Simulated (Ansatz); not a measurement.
Program: Ansatz.

```
crystal:
  lattice:
    - [3.57, 0, 0]
    - [0, 3.57, 0]
    - [0, 0, 3.57]
  atoms:
    - { symbol: C, position: [0.00033, 0.49774, 0.50241] }
    - { symbol: C, position: [0.5025, -0.00105, 0.49806] }
    - { symbol: C, position: [0.49934, 0.50149, 0] }
    - { symbol: C, position: [0.24814, 0.25049, 0.25365] }
    - { symbol: C, position: [0.25173, 0.74794, 0.74943] }
    - { symbol: C, position: [0.74762, 0.2492, 0.75152] }
    - { symbol: C, position: [0.75077, 0.75075, 0.24782] }
kpoints:
  mp_grid: { grid: [1, 1, 1], shift: [0, 0, 0] }
hamiltonian:
  xc: pbe
  pseudopotentials: { kind: nc }
scf:
  occupations: { method: fixed }
```

- system: C (P1, 7 atoms in the cell)
- method: DFT, PBE, norm-conserving potentials, plane waves, scalar-relativistic in Ansatz development build ahead of 0.2.0; cutoff 1115.67 eV, 1×1×1 k-mesh, fixed occupations

**Will this run converge, and how?**

The run gave up at step 100 without converging. The residual stalls around 2 from about step 5 on.

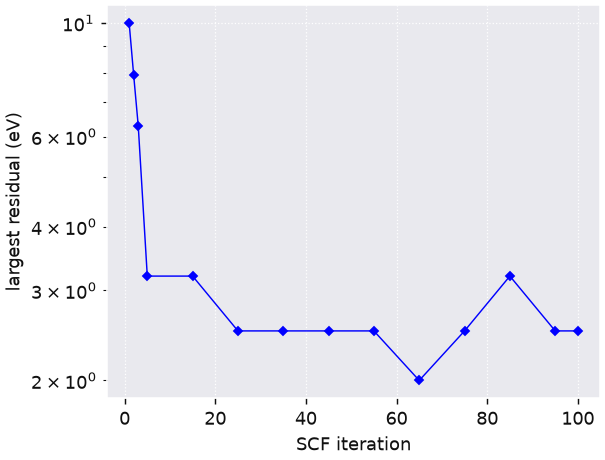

SCF iterations of a calculation: largest residual. Only some iterations were kept.
